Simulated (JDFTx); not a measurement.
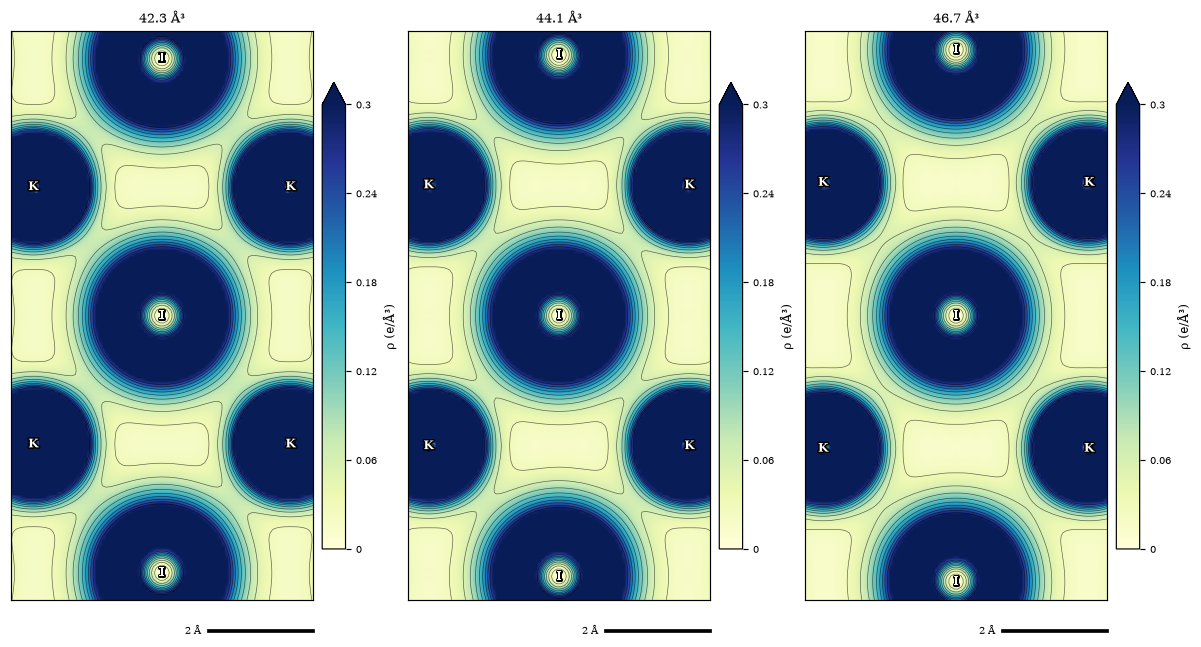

KI. The valence charge density (pseudo) of cells scaled evenly to different volumes (given per atom above each panel), on the (101) plane of each (indices in the axes of the cell below), at one length scale and on one colour scale.

The calculation used Kohn-Sham DFT of a periodic cell, PBEsol, PseudoDojo-SR-PBEsol-0.4.1-standard in JDFTx 1.7.0 (patched build).

The largest cell:

```
CELL_PARAMETERS angstrom
0.00000 3.60206 3.60206
3.60206 0.00000 3.60206
3.60206 3.60206 0.00000
ATOMIC_POSITIONS crystal
I 0.50000 0.50000 0.50000
K 0.00000 0.00000 0.00000
```

| volume (Å³/atom) | K–I contact in the plane (Å) | ρ at its midpoint (e/Å³) | pressure (GPa) | gap on the mesh (eV) | 
| --- | --- | --- | --- | --- |
| 42.33 | 3.485 | 0.092 | 0.2 | 3.90 | 
| 44.09 | 3.533 | 0.085 | −0.3 | 3.82 | 
| 44.97 | 3.556 | ? | ? | ? | 
| 46.74 | 3.602 | 0.077 | −0.8 | 3.70 | 

Question: Estimate the missing row, and compare with the calculation.

Answer: Over the known rows ln ρ falls by 1.52 per Å of K–I distance (a least-squares line), which gives 0.082 e/Å³ at 3.556 Å; the calculation gives 0.082 e/Å³. For the pressure, a straight line in volume between the neighbouring rows gives −0.5 GPa; the calculation gives −0.5. For the gap on the mesh, a straight line in volume between the neighbouring rows gives 3.78 eV; the calculation gives 3.77.
